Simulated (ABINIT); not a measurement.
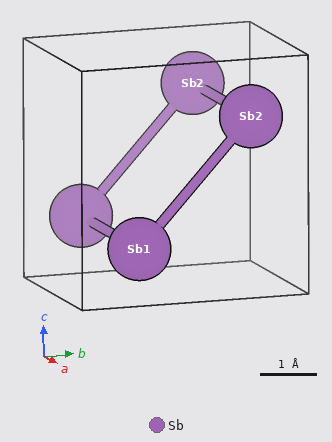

**Figure 1.** The structure (ball-and-stick view of the cell of the calculation, seen slightly off an axis; atoms are numbered from 1 in the order of the input). An atom can appear more than once, as a periodic image. Near neighbours in the periodic cell (some may lie outside the picture): Sb has 6 Sb at 3.04 to 3.15 Å.

# Band-structure run of Sb

Sb (P2₁/m, 2 atoms in the cell), computed with Kohn-Sham DFT of a periodic cell, PBEsol, JTH PAW PBE v2.0 (ABINIT 10.8.3).

The structure derives from a Materials Project entry. The run did not end well.

## Input file
```
# Datasets: ground state, then fixed potential
ndtset 2

# Pseudopotentials
pp_dirpath "./"
pseudos "Sb.GGA_PBE-JTH.xml"

# Structure
acell 3.122402 4.347518 4.4060238564 Angstrom
rprim
     1.0000000000     0.0000000000     0.0000000000
     0.0000000000     1.0000000000     0.0000000000
    -0.0088322263     0.0000000000     0.9999609951
ntypat 1
znucl 51
natom 2
typat 1 1
xred
     0.0113890000     0.2500000000     0.2411660000
     0.9886110000     0.7500000000     0.7588340000
chkprim 0
chksymtnons 0
tolsym 1.0e-6

# Plane-wave basis
ecut 19.0
pawecutdg 38.0
pawxcdev 0

# Exchange and correlation
ixc -116133

# Bands and occupations
occopt 3
tsmear 0.05 eV

# SCF cycle
nstep 100

# Output
iomode 3
prtwf 0
prteig 0
prtebands 0
enunit 1
prtden1 1

# Dataset 1
kptopt1 1
ngkpt1 9 6 6
nshiftk1 1
shiftk1 0.0 0.0 0.0
nband1 19
tolvrs1 1.0e-9

# Dataset 2: bands along G-Y-H-C-E-M1-A-X-H1
iscf2 -2
getden2 1
nband2 25
nbdbuf2 4
tolwfr2 1.0e-11
kptopt2 -8
ndivsm2 6
prteig2 1
prtvol2 -3
kptbounds2
     0.0000000000     0.0000000000     0.0000000000
     0.0000000000     0.0000000000     0.5000000000
    -0.4969092110     0.0000000000     0.5061930597
    -0.5000000000     0.0000000000     0.5000000000
    -0.5000000000     0.5000000000     0.5000000000
    -0.5030907890     0.5000000000     0.4938069403
    -0.5000000000     0.5000000000     0.0000000000
    -0.5000000000     0.0000000000     0.0000000000
    -0.5030907890     0.0000000000     0.4938069403
```

Hardware: 1 thread of Intel Xeon @ 2.50GHz (Skylake/Cascade Lake), 64 GiB of memory available, shared host.

Run as:
```bash
abinit run.abi > log 2>&1
```

## The program's output
```
.Version 10.8.3 of ABINIT
 DATASET    1 : space group P2_1/m (# 11); Bravais mP (primitive monocl.)
================================================================================
 Values of the parameters that define the memory need for DATASET  1.
     intxc =       0    ionmov =       0      iscf =      17    lmnmax =      18
     lnmax =       6     mgfft =      36  mpssoang =       3    mqgrid =    3001
     natom =       2  nloc_mem =       2    nspden =       1   nspinor =       1
    nsppol =       1      nsym =       4    n1xccc =       1    ntypat =       1
    occopt =       3   xclevel =       2
       mpw =        1617          nfft =       31104          nkpt =         112
 PAW method is used; the additional fine FFT grid is defined by:
   mgfftf=        48    nfftf =     82944
================================================================================
================================================================================

 DATASET    2 : space group P2_1/m (# 11); Bravais mP (primitive monocl.)
================================================================================
 Values of the parameters that define the memory need for DATASET  2.
     intxc =       0    ionmov =       0      iscf =      -2    lmnmax =      18
     lnmax =       6     mgfft =      36  mpssoang =       3    mqgrid =    3001
     natom =       2  nloc_mem =       2    nspden =       1   nspinor =       1
    nsppol =       1      nsym =       4    n1xccc =       1    ntypat =       1
    occopt =       3   xclevel =       2
       mpw =        1632          nfft =       31104          nkpt =        2540
 PAW method is used; the additional fine FFT grid is defined by:
   mgfftf=        48    nfftf =     82944
================================================================================
================================================================================

--------------------------------------------------------------------------------
------------- Echo of variables that govern the present computation ------------
--------------------------------------------------------------------------------
 -outvars: echo values of preprocessed input variables --------
            acell      5.9004846350E+00  8.2156183475E+00  8.3261783928E+00 Bohr
              amu      1.21753000E+02
          chkprim           0
      chksymtnons           0
             ecut      1.90000000E+01 Hartree
           enunit           1
           getden1          0
           getden2          1
             iscf1         17
             iscf2         -2
              ixc     -116133
           jdtset        1    2
           kptopt1          1
           kptopt2         -8
         kptrlatt        9    0    0      0    6    0      0    0    6
          kptrlen1     4.92937101E+01
          kptrlen2     3.00000000E+01
            natom           2
            nband1         19
            nband2         25
           nbdbuf1          0
           nbdbuf2          4
           ndtset           2
           ndivsm1          0
           ndivsm2          6
            ngfft          24      36      36
          ngfftdg          36      48      48
             nkpt1        112
             nkpt2       2540
            nstep         100
             nsym           4
           ntypat           1
           occopt           3
        pawecutdg      3.80000000E+01 Hartree
         pawxcdev           0
        prtebands           0
           prteig1          0
           prteig2          1
           prtvol1          0
           prtvol2         -3
            prtwf           0
            rprim      1.0000000000E+00  0.0000000000E+00  0.0000000000E+00
                       0.0000000000E+00  1.0000000000E+00  0.0000000000E+00
                      -8.8322263000E-03  0.0000000000E+00  9.9996099510E-01
           shiftk1     0.00000000E+00  0.00000000E+00  0.00000000E+00
           shiftk2     5.00000000E-01  5.00000000E-01  5.00000000E-01
          spgroup          11
           tolsym      1.00000000E-06
           tolvrs1     1.00000000E-09
           tolvrs2     0.00000000E+00
           tolwfr1     0.00000000E+00
           tolwfr2     1.00000000E-11
           tsmear      1.83746611E-03 Hartree
            typat      1  1
           useylm           1
           xangst      2.6176061540E-02  1.0868795000E+00  1.0625417034E+00
                       3.0573109387E+00  3.2606385000E+00  3.3433102965E+00
            xcart      4.9465587366E-02  2.0539045869E+00  2.0079128168E+00
                       5.7774803558E+00  6.1617137606E+00  6.3179408143E+00
             xred      1.1389000000E-02  2.5000000000E-01  2.4116600000E-01
                       9.8861100000E-01  7.5000000000E-01  7.5883400000E-01
            znucl       51.00000

================================================================================

 chkinp: Checking input parameters for consistency, jdtset=   1.

 chkinp: Checking input parameters for consistency, jdtset=   2.

================================================================================
== DATASET  1 ==================================================================

--- !DatasetInfo
iteration_state: {dtset: 1, }
dimensions: {natom: 2, nkpt: 112, mband: 19, nsppol: 1, nspinor: 1, nspden: 1, mpw: 1617, }
cutoff_energies: {ecut:  19.0, pawecutdg:  38.0, }
electrons: {nelect:   3.00000000E+01, charge:   0.00000000E+00, occopt:   3.00000000E+00, tsmear:   1.83746611E-03, }
meta: {optdriver: 0, ionmov: 0, optcell: 0, iscf: 17, paral_kgb: 0, }
...

 Real(R)+Recip(G) space primitive vectors, cartesian coordinates (Bohr,Bohr^-1):
 R(1)=  5.9004846  0.0000000  0.0000000  G(1)=  0.1694776  0.0000000  0.0014969
 R(2)=  0.0000000  8.2156183  0.0000000  G(2)=  0.0000000  0.1217194  0.0000000
 R(3)= -0.0735387  0.0000000  8.3258536  G(3)=  0.0000000  0.0000000  0.1201078
 Unit cell volume ucvol=  4.0360516E+02 bohr^3
 Angles (23,13,12)=  9.00000000E+01  9.05060559E+01  9.00000000E+01 degrees

 Coarse grid specifications (used for wave-functions):

 getcut: wavevector=  0.0000  0.0000  0.0000  ngfft=  24  36  36
         ecut(hartree)=     19.000   => boxcut(ratio)=   2.07300

 Fine grid specifications (used for densities):

 getcut: wavevector=  0.0000  0.0000  0.0000  ngfft=  36  48  48
         ecut(hartree)=     38.000   => boxcut(ratio)=   2.07757

--- Pseudopotential description ------------------------------------------------
- pspini: atom type   1  psp file is ./Sb.GGA_PBE-JTH.xml
 Pseudopotential format is: paw10
 basis_size (lnmax)=  6 (lmn_size= 18), orbitals=   0   0   1   1   2   2
 Spheres core radius: rc_sph= 2.40089151
 Shapefunction is BESSEL type: shapef(r,l)=aa(1,l)*jl(q(1,l)*r)+aa(2,l)*jl(q(2,l)*r)
 Radius for shape functions =  2.00542650
 Compensation charge density is not taken into account in XC energy/potential

   1.53505782E+03                                ecore*ucvol(ha*bohr**3)
--------------------------------------------------------------------------------

================================================================================

--- !BeginCycle
iteration_state: {dtset: 1, }
solver: {iscf: 17, nstep: 100, nline: 4, wfoptalg: 10, }
tolerances: {tolvrs: 1.00E-09, }
...

     iter   Etot(hartree)      deltaE(h)  residm     nres2
 ETOT  1  -163.94243704576    -1.639E+02 1.318E+01 9.267E-01
 ETOT  2  -165.22493769021    -1.283E+00 6.829E-02 3.302E-01
 ETOT  3  -165.22520877285    -2.711E-04 2.199E-02 9.770E-02
 ETOT  4  -165.22485293331     3.558E-04 2.448E-03 5.258E-03
 ETOT  5  -165.22483330116     1.963E-05 1.297E-03 3.556E-04
 ETOT  6  -165.22483531352    -2.012E-06 2.851E-04 1.015E-05
 ETOT  7  -165.22483535812    -4.460E-08 3.862E-04 8.473E-07
 ETOT  8  -165.22483536426    -6.139E-09 8.053E-05 4.433E-08
 ETOT  9  -165.22483536497    -7.103E-10 1.293E-04 6.511E-09
 ETOT 10  -165.22483536495     2.137E-11 3.787E-05 1.706E-10

 At SCF step   10       nres2   =  1.71E-10 < tolvrs=  1.00E-09 =>converged.

 Cartesian components of stress tensor (hartree/bohr^3)
  sigma(1 1)=  7.18780147E-05  sigma(3 2)=  0.00000000E+00
  sigma(2 2)=  9.19632954E-05  sigma(3 1)= -2.70170190E-06
  sigma(3 3)=  8.38478934E-05  sigma(2 1)=  0.00000000E+00

--- !ResultsGS
iteration_state: {dtset: 1, }
comment   : Summary of ground state results
lattice_vectors:
- [  5.9004846,   0.0000000,   0.0000000, ]
- [  0.0000000,   8.2156183,   0.0000000, ]
- [ -0.0735387,   0.0000000,   8.3258536, ]
lattice_lengths: [   5.90048,    8.21562,    8.32618, ]
lattice_angles: [ 90.000,  90.506,  90.000, ] # degrees, (23, 13, 12)
lattice_volume:   4.0360516E+02
convergence: {deltae:  2.137E-11, res2:  1.706E-10, residm:  3.787E-05, diffor: null, }
etotal    :  -1.65224835E+02
entropy   :   0.00000000E+00
fermie    :   2.46006334E-01
cartesian_stress_tensor: # hartree/bohr^3
- [  7.18780147E-05,   0.00000000E+00,  -2.70170190E-06, ]
- [  0.00000000E+00,   9.19632954E-05,   0.00000000E+00, ]
- [ -2.70170190E-06,   0.00000000E+00,   8.38478934E-05, ]
pressure_GPa:  -2.4291E+00
xred      :
- [  1.1389E-02,   2.5000E-01,   2.4117E-01, Sb]
- [  9.8861E-01,   7.5000E-01,   7.5883E-01, Sb]
cartesian_forces: # hartree/bohr
- [ -6.02686085E-04,  -0.00000000E+00,   7.08246583E-04, ]
- [  6.02686085E-04,  -0.00000000E+00,  -7.08246583E-04, ]
force_length_stats: {min:   9.29969752E-04, max:   9.29969752E-04, mean:   9.29969752E-04, }
...

 Integrated electronic density in atomic spheres:
 ------------------------------------------------
 Atom  Sphere_radius  Integrated_density
    1        2.40089         12.39855964
    2        2.40089         12.39855964

================================================================================

 ----iterations are completed or convergence reached----

 Mean square residual over all n,k,spin=   12.167E-08; max=  37.875E-06
 reduced coordinates (array xred) for    2 atoms
       0.011389000000      0.250000000000      0.241166000000
       0.988611000000      0.750000000000      0.758834000000
 rms dE/dt=  3.9976E-03; max dE/dt=  5.9411E-03; dE/dt below (all hartree)
    1       0.003556139987      0.000000000000     -0.005941078134
    2      -0.003556139987      0.000000000000      0.005941078134

 cartesian coordinates (angstrom) at end:
    1      0.02617606154035     1.08687950000000     1.06254170340308
    2      3.05731093867673     3.26063850000000     3.34331029647700

 cartesian forces (hartree/bohr) at end:
    1     -0.00060268608545    -0.00000000000000     0.00070824658333
    2      0.00060268608545    -0.00000000000000    -0.00070824658333
 frms,max,avg= 5.3691829E-04 7.0824658E-04   0.000E+00  0.000E+00  0.000E+00 h/b

 cartesian forces (eV/Angstrom) at end:
    1     -0.03099136457395    -0.00000000000000     0.03641950362261
    2      0.03099136457395    -0.00000000000000    -0.03641950362261
 frms,max,avg= 2.7609448E-02 3.6419504E-02   0.000E+00  0.000E+00  0.000E+00 e/A
 length scales=  5.900484634987  8.215618347454  8.326178392812 bohr
              =  3.122402000000  4.347518000000  4.406023856400 angstroms
 Fermi (or HOMO) energy (eV) =   6.69417   Average Vxc (eV)=  -9.42692
 Eigenvalues (   eV  ) for nkpt= 112  k points:
 kpt#   1, nband= 19, wtk=  0.00309, kpt=  0.0000  0.0000  0.0000 (reduced coord)
 -22.51859  -22.50980  -22.44282  -22.42249  -22.38371  -22.38236  -22.34143  -22.34051
 -22.33843  -22.26179   -5.82143   -0.75489    3.00087    3.13335    8.66779    9.65599
   9.88200   10.01196   13.38189
 prteigrs : prtvol=0 or 1, do not print more k-points.

--- !EnergyTerms
iteration_state     : {dtset: 1, }
comment             : Components of total free energy in Hartree
kinetic             :  8.24101632120169E+00
hartree             :  4.69616823500371E+01
xc                  : -4.68175690497116E+00
Ewald energy        : -1.08799497544696E+02
psp_core            :  3.80336519723148E+00
local_psp           : -1.42395112886446E+02
PAW spherical_terms :  3.16459425917568E+01
internal            : -1.65224360875885E+02
'-kT*entropy'       : -4.76427733985801E-04
total_energy        : -1.65224837303619E+02
total_energy_eV     : -4.49599686529816E+03
...

--- !EnergyTermsDC
iteration_state     : {dtset: 1, }
comment             : '"Double-counting" decomposition of free energy'
band_energy         : -1.59442257475290E+01
Ewald energy        : -1.08799497544696E+02
psp_core            :  3.80336519723148E+00
xc_dc               : -4.63057931736976E+01
PAW spherical_terms :  2.02179233147706E+00
internal            : -1.65224358937214E+02
'-kT*entropy'       : -4.76427733985801E-04
total_energy_dc     : -1.65224835364948E+02
total_energy_dc_eV  : -4.49599681254421E+03
...

--- !EnergyTermsWithPAWCore
iteration_state     : {dtset: 1, }
comment             : 'Components of total free energy, including PAW core contributions'
Total energy        : -1.29576067991726E+04
Total energy DC     : -1.29576067972339E+04
Total energy (eV)   : -3.52594443435835E+05
Total energy DC (eV): -3.52594443383081E+05
...

 Cartesian components of stress tensor (hartree/bohr^3)
  sigma(1 1)=  7.18780147E-05  sigma(3 2)=  0.00000000E+00
  sigma(2 2)=  9.19632954E-05  sigma(3 1)= -2.70170190E-06
  sigma(3 3)=  8.38478934E-05  sigma(2 1)=  0.00000000E+00

-Cartesian components of stress tensor (GPa)         [Pressure= -2.4291E+00 GPa]
- sigma(1 1)=  2.11472420E+00  sigma(3 2)=  0.00000000E+00
- sigma(2 2)=  2.70565356E+00  sigma(3 1)= -7.94868141E-02
- sigma(3 3)=  2.46689019E+00  sigma(2 1)=  0.00000000E+00

================================================================================
== DATASET  2 ==================================================================

--- !DatasetInfo
iteration_state: {dtset: 2, }
dimensions: {natom: 2, nkpt: 2540, mband: 25, nsppol: 1, nspinor: 1, nspden: 1, mpw: 1632, }
cutoff_energies: {ecut:  19.0, pawecutdg:  38.0, }
electrons: {nelect:   3.00000000E+01, charge:   0.00000000E+00, occopt:   3.00000000E+00, tsmear:   1.83746611E-03, }
meta: {optdriver: 0, ionmov: 0, optcell: 0, iscf: -2, paral_kgb: 0, }
...

 mkfilename : getden/=0, take file _DEN from output of DATASET   1.

 Real(R)+Recip(G) space primitive vectors, cartesian coordinates (Bohr,Bohr^-1):
 R(1)=  5.9004846  0.0000000  0.0000000  G(1)=  0.1694776  0.0000000  0.0014969
 R(2)=  0.0000000  8.2156183  0.0000000  G(2)=  0.0000000  0.1217194  0.0000000
 R(3)= -0.0735387  0.0000000  8.3258536  G(3)=  0.0000000  0.0000000  0.1201078
 Unit cell volume ucvol=  4.0360516E+02 bohr^3
 Angles (23,13,12)=  9.00000000E+01  9.05060559E+01  9.00000000E+01 degrees

 Coarse grid specifications (used for wave-functions):

 getcut: wavevector=  0.0000  0.0000  0.0000  ngfft=  24  36  36
         ecut(hartree)=     19.000   => boxcut(ratio)=   2.07300

 Fine grid specifications (used for densities):

 getcut: wavevector=  0.0000  0.0000  0.0000  ngfft=  36  48  48
         ecut(hartree)=     38.000   => boxcut(ratio)=   2.07757
--------------------------------------------------------------------------------

================================================================================
```

## Outcome

```json
{"quantity": "outcome", "value": "stopped at the time limit"}
{"quantity": "space group (tolerance 0.01 Å)", "value": "P2₁/m (11)"}
{"quantity": "electrons treated", "value": "30"}
{"quantity": "free energy", "value": "−4495.9968 eV"}
{"quantity": "Fermi energy", "value": "6.694 eV"}
{"quantity": "gap on the k-point mesh", "value": "none (metallic)"}
{"quantity": "pressure", "value": "−2.43 GPa"}
{"quantity": "largest force (length of the vector)", "value": "0.048 eV/Å"}
{"quantity": "wall time", "value": "22 min"}
{"quantity": "peak memory", "value": "2 GiB"}
```

## Diagnosis

The run was cut off by its time limit, so the output is incomplete.
